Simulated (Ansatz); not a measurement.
# Geometry relaxation, with input and output: ZnO (part 1 of 2)

ZnO (8 atoms in the cell), computed with DFT PBE, scalar-relativistic, plane waves, PAW, no spin polarisation (Ansatz 0.2.0).

The structure derives from a Materials Project entry. It belongs to a series of runs on one base structure; here: mode 4 (52.9 1/cm) frozen in at 0.15 A; cell and atoms relaxed. Figures and captions count atoms from 1; the log counts them from 0 in places.

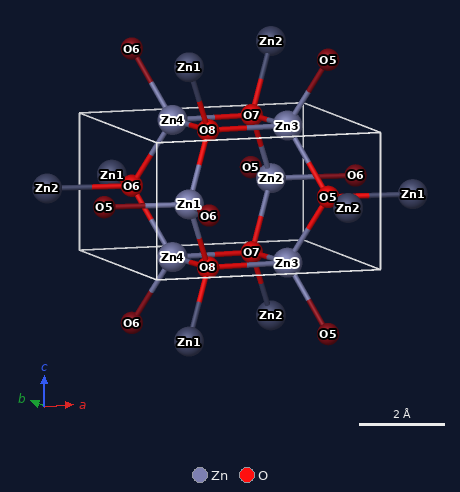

Figure 1. The structure as given in the input (ball-and-stick view of the cell of the calculation, seen slightly off an axis; neighbours outside the cell are drawn fainter; atoms are numbered from 1 in the order of the input).

Results in brief

| quantity | value |
| --- | --- |
| outcome | converged |
| space group (tolerance 0.01 Å) | Pnnm (58) → P4₂/mnm (136) |
| electrons treated | 72 |
| free energy | −15547.2051 eV |
| Fermi energy | 6.616 eV |
| gap on the k-point mesh | 0.76 eV |
| pressure | 0.01 GPa |
| final volume | 103.14 Å³ |
| largest force (length of the vector) at the end | 0.002 eV/Å |
| final cell | a = 5.607 Å, b = 5.610 Å, c = 3.279 Å, α = 90.00°, β = 90.00°, γ = 90.00° |
| hardware | 2 threads of Arm Neoverse V2, 24 GiB of memory available, shared host |
| wall time | 58 s (CPU time 1.9 min) |
| peak memory | 0.56 GiB |

The input
```yaml
crystal:
  lattice:
    - [5.6084659024, 0.0, 0.0]
    - [0.0, 5.6084659024, 0.0]
    - [0.0, 0.0, 3.2791201899]
  atoms:
    - { symbol: Zn, position: [0.2005889168, 0.1627653768, 0.5] }
    - { symbol: Zn, position: [0.7994110832, 0.8372346232, 0.5] }
    - { symbol: Zn, position: [0.7005889168, 0.3372346232, 0.0] }
    - { symbol: Zn, position: [0.2994110832, 0.6627653768, 0.0] }
    - { symbol: O, position: [0.8341685196, 0.1973122314, 0.5] }
    - { symbol: O, position: [0.1658314804, 0.8026877686, 0.5] }
    - { symbol: O, position: [0.6658314804, 0.6973122314, 0.0] }
    - { symbol: O, position: [0.3341685196, 0.3026877686, 0.0] }
basis:
  ecutwfc: 420
kpoints:
  mp_grid: { grid: [6, 6, 8] }
hamiltonian:
  xc: pbe
scf:
  occupations: { method: gaussian, width: 0.05 }
output:
  forces: true
  stress: true
  eigenvalues: true
relax:
  adjacent_minimum: "off"
  f_tol: 0.008
  max_steps: 80
  cell: { stress_tol: 0.08 }
```

Launched with:
```bash
ansatz run input.yaml --threads 2 --pin off --max-ram 5120MiB --backend cpu --events-out ev --progress --plain --runs-dir out
```

What the program printed
```
Engine: ansatz 0.2.0, aarch64-unknown-linux-gnu
Pseudopotentials: kind: paw
Pseudopotential: Zn, paw, valence charge 12, recommended cutoff 420 eV (normal), Zn.paw.azcp
Pseudopotential: O, paw, valence charge 6, recommended cutoff 420 eV (normal), O.paw.azcp
Functional definition: PBE
  parameter kappa = 0.804
  parameter beta = 0.06672455060314922
  exchange = pbe_x(kappa = kappa, mu = beta*pi^2/3)
  correlation = pbe_c(beta = beta)
Crystal: 8 atoms, lattice volume = 103.144 Å³
Basis set: ecut = 420 eV, 2031 PW (Γ), exchange–correlation on 80×80×48 points (8 copies of the dense FFT grid, shifted against one another)
Bands: 44, of which v1, the nominal top of the filled ones, is band 36 counted from 1 (35 counted from 0)
Symmetry: 8 space group operations
Space group: Pnnm (ITA 58), of the structure as read, at distance tolerance 4.7e-5 Å
k-points: 80 of 288
Non-local potential: Zn, projectors of the file, l = 0: 2, l = 1: 2, l = 2: 3, l = 3: 1
Non-local potential: O, projectors of the file, l = 0: 2, l = 1: 2, l = 2: 1
PAW form: soft (Blöchl's): semilocal exchange-correlation on the pseudo side does not see the compensation charge
PAW one-centre angular grid: Zn, 590 points (default); XC on 64 Gauss nodes
PAW one-centre angular grid: O, 110 points (default); XC on 64 Gauss nodes
Initial density: superposition of atomic densities (neutral atoms: chi_scale 0, normalization atom), corrected by the library's trained network
Initial wavefunctions: pseudopotential atomic-orbital guess
Functional: x = pbe(κ = 0.804, μ = 0.2195149727645171), c = pbe(β = 0.06672455060314922)
SCF iter   1: F=—  HF=-15547.164876 eV  |F-HF|=—  |Δ(HF+E_count)|=         —  Δρ=1.30e-3  dr2=9.24e-4  ethr=1.77e-3  ⟨swp⟩=6.1  Hψ=13052  notcnv=0  defer=2
preconditioner: auto → Resta (q_TF=auto, 2.570 Å⁻¹)  ε∞=7.3  [insulator: Δε(μ)=0.745 eV  Ē_g=12.313 eV  σ=0.050 eV  W_gap=1.00  n_scr=38 (ndim 8)  ℏωp=31.0 eV  f_vac=0.071  D(μ)=0.00/eV (n_scr^D=0)  ε∞_Penn≈7.3]
SCF iter   2: F=—  HF=-15547.167712 eV  |F-HF|=—  |Δ(HF+E_count)|=   2.84e-3  Δρ=5.71e-4  dr2=1.41e-4  ethr=1.28e-6  ⟨swp⟩=2.5  Hψ=7201  notcnv=0  defer=30
SCF iter   3: F=—  HF=-15547.167803 eV  |F-HF|=—  |Δ(HF+E_count)|=   9.17e-5  Δρ=3.82e-4  dr2=1.08e-4  ethr=1.95e-7  ⟨swp⟩=2.0  Hψ=5842  notcnv=0  defer=30
SCF iter   4: F=—  HF=-15547.167865 eV  |F-HF|=—  |Δ(HF+E_count)|=   6.12e-5  Δρ=1.64e-4  dr2=2.12e-5  ethr=1.49e-7  ⟨swp⟩=2.0  Hψ=5699  notcnv=0  defer=30
SCF iter   5: F=—  HF=-15547.167825 eV  |F-HF|=—  |Δ(HF+E_count)|=   3.98e-5  Δρ=5.20e-5  dr2=2.50e-6  ethr=2.94e-8  ⟨swp⟩=2.1  Hψ=5829  notcnv=0  defer=30
SCF iter   6: F=—  HF=-15547.167826 eV  |F-HF|=—  |Δ(HF+E_count)|=   1.65e-6  Δρ=3.02e-5  dr2=7.06e-7  ethr=3.47e-9  ⟨swp⟩=2.0  Hψ=6162  notcnv=0  defer=30
SCF iter   7: F=-15547.167827 eV  HF=-15547.167827 eV  |F-HF|=5.82e-9  |Δ(HF+E_count)|=   1.47e-7  Δρ=8.50e-6  dr2=7.12e-8  ethr=1.39e-10  ⟨swp⟩=6.5  Hψ=16282  notcnv=0
SCF 1 converged in 7 iterations: F = -15547.167827 eV  dr2 = 7.12e-8
  greatest PAW one-centre occupation: 0.987 electrons in one spin orbital (limit 2), on the Zn atom at site 1 (counted from 0), in its partial waves of l = 2
relax step   1: F+E_penalty+E_count = -15547.16782651 eV  Δ(F+E_penalty+E_count) = +0.000e0 eV  max|allowed force component| = 1.122e-1 eV/Å  Δτ_max = 0.0000 Å  P = -0.654 GPa  Ω = 103.144 Å³  (7 SCF iters, dr2 threshold 1.00e-7 eV, accepted)
Crystal: 8 atoms, lattice volume = 103.052 Å³
Initial density: handed on by an earlier stage of this run
Initial wavefunctions: those handed on with the density
iter 1 solved again at ethr=1.59e-5 eV; its pass at ethr=3.10e-3 eV (dr2=1.14e-2 eV) is discarded
SCF iter   1: F=—  HF=-15547.185095 eV  |F-HF|=—  |Δ(HF+E_count)|=         —  Δρ=5.19e-3  dr2=1.16e-2  ethr=1.59e-5  ⟨swp⟩=2.0  Hψ=13817  notcnv=0
preconditioner: auto → Resta (q_TF=auto, 2.570 Å⁻¹)  ε∞=7.3  [insulator: Δε(μ)=0.757 eV  Ē_g=12.324 eV  σ=0.050 eV  W_gap=1.00  n_scr=38 (ndim 8)  ℏωp=31.0 eV  f_vac=0.073  D(μ)=0.00/eV (n_scr^D=0)  ε∞_Penn≈7.3]
SCF iter   2: F=—  HF=-15547.181075 eV  |F-HF|=—  |Δ(HF+E_count)|=   4.02e-3  Δρ=2.54e-3  dr2=2.74e-3  ethr=1.59e-5  ⟨swp⟩=2.0  Hψ=5639  notcnv=0
SCF iter   3: F=—  HF=-15547.180179 eV  |F-HF|=—  |Δ(HF+E_count)|=   8.96e-4  Δρ=3.56e-4  dr2=8.44e-5  ethr=3.80e-6  ⟨swp⟩=2.0  Hψ=5818  notcnv=0
SCF iter   4: F=—  HF=-15547.180157 eV  |F-HF|=—  |Δ(HF+E_count)|=   2.14e-5  Δρ=1.99e-4  dr2=2.75e-5  ethr=1.17e-7  ⟨swp⟩=2.0  Hψ=6080  notcnv=0
SCF iter   5: F=—  HF=-15547.180159 eV  |F-HF|=—  |Δ(HF+E_count)|=   1.26e-6  Δρ=1.28e-4  dr2=1.33e-5  ethr=3.82e-8  ⟨swp⟩=2.0  Hψ=6073  notcnv=0
SCF iter   6: F=—  HF=-15547.180158 eV  |F-HF|=—  |Δ(HF+E_count)|=   4.18e-7  Δρ=3.16e-5  dr2=1.18e-6  ethr=1.84e-8  ⟨swp⟩=2.6  Hψ=5535  notcnv=0
SCF iter   7: F=-15547.180159 eV  HF=-15547.180159 eV  |F-HF|=7.48e-8  |Δ(HF+E_count)|=   6.44e-7  Δρ=7.06e-6  dr2=6.52e-8  ethr=1.11e-9  ⟨swp⟩=5.0  Hψ=14415  notcnv=0
SCF 2 converged in 7 iterations: F = -15547.180159 eV  dr2 = 6.52e-8
relax step   2: F+E_penalty+E_count = -15547.18015906 eV  Δ(F+E_penalty+E_count) = -1.233e-2 eV  max|allowed force component| = 9.470e-2 eV/Å  Δτ_max = 0.0256 Å  P = -0.340 GPa  Ω = 103.052 Å³  energy of the carried Pulay correction = +3.744e-4 eV  (7 SCF iters, dr2 threshold 8.00e-7 eV, accepted)
Crystal: 8 atoms, lattice volume = 103.402 Å³
Basis set: ecut = 420 eV, 2055 PW (Γ), exchange–correlation on 80×80×48 points (8 copies of the dense FFT grid, shifted against one another)
iter 1 solved again at ethr=2.64e-4 eV; its pass at ethr=3.10e-3 eV (dr2=1.90e-1 eV) is discarded
SCF iter   1: F=—  HF=-15547.280744 eV  |F-HF|=—  |Δ(HF+E_count)|=         —  Δρ=2.11e-2  dr2=1.90e-1  ethr=2.64e-4  ⟨swp⟩=1.4  Hψ=16566  notcnv=0
preconditioner: auto → Resta (q_TF=auto, 2.569 Å⁻¹)  ε∞=7.3  [insulator: Δε(μ)=0.791 eV  Ē_g=12.375 eV  σ=0.050 eV  W_gap=1.00  n_scr=38 (ndim 8)  ℏωp=31.0 eV  f_vac=0.079  D(μ)=0.00/eV (n_scr^D=0)  ε∞_Penn≈7.3]
SCF iter   2: F=—  HF=-15547.215869 eV  |F-HF|=—  |Δ(HF+E_count)|=   6.49e-2  Δρ=1.02e-2  dr2=4.48e-2  ethr=2.64e-4  ⟨swp⟩=3.0  Hψ=6417  notcnv=0
SCF iter   3: F=—  HF=-15547.203399 eV  |F-HF|=—  |Δ(HF+E_count)|=   1.25e-2  Δρ=2.27e-3  dr2=3.03e-3  ethr=6.23e-5  ⟨swp⟩=2.0  Hψ=6722  notcnv=0
SCF iter   4: F=—  HF=-15547.201892 eV  |F-HF|=—  |Δ(HF+E_count)|=   1.51e-3  Δρ=8.07e-4  dr2=5.97e-4  ethr=4.20e-6  ⟨swp⟩=2.0  Hψ=6174  notcnv=0
SCF iter   5: F=—  HF=-15547.202159 eV  |F-HF|=—  |Δ(HF+E_count)|=   2.67e-4  Δρ=2.38e-4  dr2=6.28e-5  ethr=8.29e-7  ⟨swp⟩=2.5  Hψ=6194  notcnv=0
SCF iter   6: F=—  HF=-15547.202190 eV  |F-HF|=—  |Δ(HF+E_count)|=   3.09e-5  Δρ=1.73e-4  dr2=2.28e-5  ethr=8.73e-8  ⟨swp⟩=2.0  Hψ=6400  notcnv=0
SCF iter   7: F=-15547.202190 eV  HF=-15547.202189 eV  |F-HF|=1.10e-6  |Δ(HF+E_count)|=   1.09e-6  Δρ=2.46e-5  dr2=6.14e-7  ethr=1.11e-9  ⟨swp⟩=4.0  Hψ=17661  notcnv=0
SCF 3 converged in 7 iterations: F = -15547.202190 eV  dr2 = 6.14e-7
  greatest PAW one-centre occupation: 0.987 electrons in one spin orbital (limit 2), on the Zn atom at site 3 (counted from 0), in its partial waves of l = 2
relax step   3: F+E_penalty+E_count = -15547.20219007 eV  Δ(F+E_penalty+E_count) = -2.203e-2 eV  max|allowed force component| = 4.833e-2 eV/Å  Δτ_max = 0.1031 Å  P = -0.305 GPa  Ω = 103.402 Å³  energy of the carried Pulay correction = -1.047e-3 eV  (7 SCF iters, dr2 threshold 8.00e-7 eV, accepted)
Crystal: 8 atoms, lattice volume = 102.785 Å³
Basis set: ecut = 420 eV, 2023 PW (Γ), exchange–correlation on 80×80×48 points (8 copies of the dense FFT grid, shifted against one another)
iter 1 solved again at ethr=9.34e-6 eV; its pass at ethr=3.10e-3 eV (dr2=6.73e-3 eV) is discarded
SCF iter   1: F=—  HF=-15547.208276 eV  |F-HF|=—  |Δ(HF+E_count)|=         —  Δρ=3.89e-3  dr2=6.72e-3  ethr=9.34e-6  ⟨swp⟩=1.6  Hψ=15647  notcnv=0
preconditioner: auto → Resta (q_TF=auto, 2.571 Å⁻¹)  ε∞=7.3  [insulator: Δε(μ)=0.770 eV  Ē_g=12.368 eV  σ=0.050 eV  W_gap=1.00  n_scr=38 (ndim 8)  ℏωp=31.1 eV  f_vac=0.076  D(μ)=0.00/eV (n_scr^D=0)  ε∞_Penn≈7.3]
SCF iter   2: F=—  HF=-15547.206023 eV  |F-HF|=—  |Δ(HF+E_count)|=   2.25e-3  Δρ=1.90e-3  dr2=1.60e-3  ethr=9.33e-6  ⟨swp⟩=2.0  Hψ=5875  notcnv=0
SCF iter   3: F=—  HF=-15547.205621 eV  |F-HF|=—  |Δ(HF+E_count)|=   4.03e-4  Δρ=3.45e-4  dr2=9.39e-5  ethr=2.22e-6  ⟨swp⟩=2.0  Hψ=5888  notcnv=0
SCF iter   4: F=—  HF=-15547.205556 eV  |F-HF|=—  |Δ(HF+E_count)|=   6.50e-5  Δρ=1.80e-4  dr2=2.61e-5  ethr=1.30e-7  ⟨swp⟩=2.0  Hψ=6080  notcnv=0
SCF iter   5: F=—  HF=-15547.205564 eV  |F-HF|=—  |Δ(HF+E_count)|=   8.34e-6  Δρ=1.24e-4  dr2=1.25e-5  ethr=3.63e-8  ⟨swp⟩=2.0  Hψ=6085  notcnv=0
SCF iter   6: F=—  HF=-15547.205564 eV  |F-HF|=—  |Δ(HF+E_count)|=   1.37e-7  Δρ=2.73e-5  dr2=1.01e-6  ethr=1.74e-8  ⟨swp⟩=2.7  Hψ=5938  notcnv=0
SCF iter   7: F=-15547.205565 eV  HF=-15547.205565 eV  |F-HF|=8.21e-8  |Δ(HF+E_count)|=   1.03e-6  Δρ=6.14e-6  dr2=5.79e-8  ethr=1.11e-9  ⟨swp⟩=5.1  Hψ=13246  notcnv=0
SCF 4 converged in 7 iterations: F = -15547.205565 eV  dr2 = 5.79e-8
relax step   4: F+E_penalty+E_count = -15547.20556502 eV  Δ(F+E_penalty+E_count) = -3.375e-3 eV  max|allowed force component| = 2.101e-2 eV/Å  Δτ_max = 0.0187 Å  P = +0.438 GPa  Ω = 102.785 Å³  energy of the carried Pulay correction = +1.462e-3 eV  (7 SCF iters, dr2 threshold 8.00e-7 eV, accepted)
Crystal: 8 atoms, lattice volume = 103.140 Å³
iter 1 solved again at ethr=6.26e-7 eV; its pass at ethr=3.10e-3 eV (dr2=4.50e-4 eV) is discarded
SCF iter   1: F=—  HF=-15547.205363 eV  |F-HF|=—  |Δ(HF+E_count)|=         —  Δρ=9.58e-4  dr2=4.22e-4  ethr=6.26e-7  ⟨swp⟩=2.0  Hψ=15183  notcnv=0
preconditioner: auto → Resta (q_TF=auto, 2.570 Å⁻¹)  ε∞=7.3  [insulator: Δε(μ)=0.755 eV  Ē_g=12.338 eV  σ=0.050 eV  W_gap=1.00  n_scr=38 (ndim 8)  ℏωp=31.0 eV  f_vac=0.079  D(μ)=0.00/eV (n_scr^D=0)  ε∞_Penn≈7.3]
SCF iter   2: F=—  HF=-15547.205185 eV  |F-HF|=—  |Δ(HF+E_count)|=   1.78e-4  Δρ=4.67e-4  dr2=9.39e-5  ethr=5.86e-7  ⟨swp⟩=2.0  Hψ=6085  notcnv=0
SCF iter   3: F=—  HF=-15547.205163 eV  |F-HF|=—  |Δ(HF+E_count)|=   2.24e-5  Δρ=1.18e-4  dr2=1.21e-5  ethr=1.30e-7  ⟨swp⟩=2.0  Hψ=5600  notcnv=0
SCF iter   4: F=—  HF=-15547.205161 eV  |F-HF|=—  |Δ(HF+E_count)|=   1.70e-6  Δρ=5.02e-5  dr2=2.33e-6  ethr=1.68e-8  ⟨swp⟩=2.0  Hψ=6080  notcnv=0
SCF iter   5: F=—  HF=-15547.205162 eV  |F-HF|=—  |Δ(HF+E_count)|=   1.15e-6  Δρ=3.38e-5  dr2=1.05e-6  ethr=1.11e-9  ⟨swp⟩=5.1  Hψ=14896  notcnv=0
SCF iter   6: F=-15547.205162 eV  HF=-15547.205162 eV  |F-HF|=7.94e-8  |Δ(HF+E_count)|=   3.69e-8  Δρ=6.65e-6  dr2=6.50e-8  ethr=1.11e-9  ⟨swp⟩=5.0  Hψ=14395  notcnv=0
SCF 5 converged in 6 iterations: F = -15547.205162 eV  dr2 = 6.50e-8
relax step   5: F+E_penalty+E_count = -15547.20516237 eV  Δ(F+E_penalty+E_count) = +4.026e-4 eV  max|allowed force component| = 1.504e-3 eV/Å  Δτ_max = 0.0040 Å  P = +0.010 GPa  Ω = 103.140 Å³  energy of the carried Pulay correction = +1.777e-5 eV  (6 SCF iters, dr2 threshold 8.00e-7 eV, accepted)
Initial wavefunctions: pseudopotential atomic-orbital guess (no wavefunctions were taken with the density)
iter 1 solved again at ethr=8.92e-8 eV; its pass at ethr=3.10e-3 eV (dr2=6.42e-5 eV) is discarded
SCF iter   1: F=—  HF=-15547.205149 eV  |F-HF|=—  |Δ(HF+E_count)|=         —  Δρ=3.53e-5  dr2=9.95e-8  ethr=8.92e-8  ⟨swp⟩=3.0  Hψ=22856  notcnv=0
preconditioner: auto → Resta (q_TF=auto, 2.570 Å⁻¹)  ε∞=7.3  [insulator: Δε(μ)=0.759 eV  Ē_g=12.341 eV  σ=0.050 eV  W_gap=1.00  n_scr=38 (ndim 8)  ℏωp=31.0 eV  f_vac=0.077  D(μ)=0.00/eV (n_scr^D=0)  ε∞_Penn≈7.3]
SCF iter   2: F=—  HF=-15547.205120 eV  |F-HF|=—  |Δ(HF+E_count)|=   2.87e-5  Δρ=1.85e-5  dr2=4.57e-8  ethr=1.38e-10  ⟨swp⟩=2.0  Hψ=6400  notcnv=0
SCF iter   3: F=—  HF=-15547.205126 eV  |F-HF|=—  |Δ(HF+E_count)|=   5.71e-6  Δρ=5.60e-6  dr2=1.82e-8  ethr=6.35e-11  ⟨swp⟩=2.0  Hψ=5634  notcnv=0
SCF iter   4: F=—  HF=-15547.205126 eV  |F-HF|=—  |Δ(HF+E_count)|=   4.17e-7  Δρ=2.40e-6  dr2=3.50e-9  ethr=2.53e-11  ⟨swp⟩=2.0  Hψ=6056  notcnv=0
SCF iter   5: F=—  HF=-15547.205126 eV  |F-HF|=—  |Δ(HF+E_count)|=   4.88e-9  Δρ=1.97e-6  dr2=1.40e-9  ethr=4.86e-12  ⟨swp⟩=2.0  Hψ=6080  notcnv=0
SCF iter   6: F=—  HF=-15547.205126 eV  |F-HF|=—  |Δ(HF+E_count)|=   3.33e-8  Δρ=7.18e-7  dr2=4.08e-10  ethr=1.95e-12  ⟨swp⟩=2.0  Hψ=5874  notcnv=0
SCF iter   7: F=-15547.205126 eV  HF=-15547.205126 eV  |F-HF|=1.64e-11  |Δ(HF+E_count)|=   2.31e-9  Δρ=1.49e-7  dr2=1.98e-11  ethr=1.00e-12  ⟨swp⟩=4.0  Hψ=12087  notcnv=0
SCF 6 converged in 7 iterations: F = -15547.205126 eV  dr2 = 1.98e-11
relax step   6: F+E_penalty+E_count = -15547.20512635 eV  Δ(F+E_penalty+E_count) = +3.602e-5 eV  max|allowed force component| = 1.481e-3 eV/Å  Δτ_max = 0.0000 Å  P = +0.011 GPa  Ω = 103.140 Å³  stress off target by 1.95e-2 GPa  SCF on the basis re-selected at this cell (its energy is not comparable with the rows above)  (7 SCF iters)
```

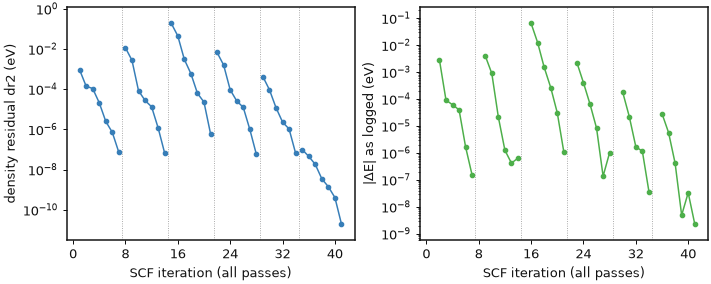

Figure 2. Convergence of the self-consistent field: density residual dr2 and size of the energy change against the SCF iteration. The dotted lines part the SCF passes of the relaxation: geometry steps, rejected trials and re-solves on a re-selected basis. The 6 passes take 6 to 7 iterations each, 41 in all.
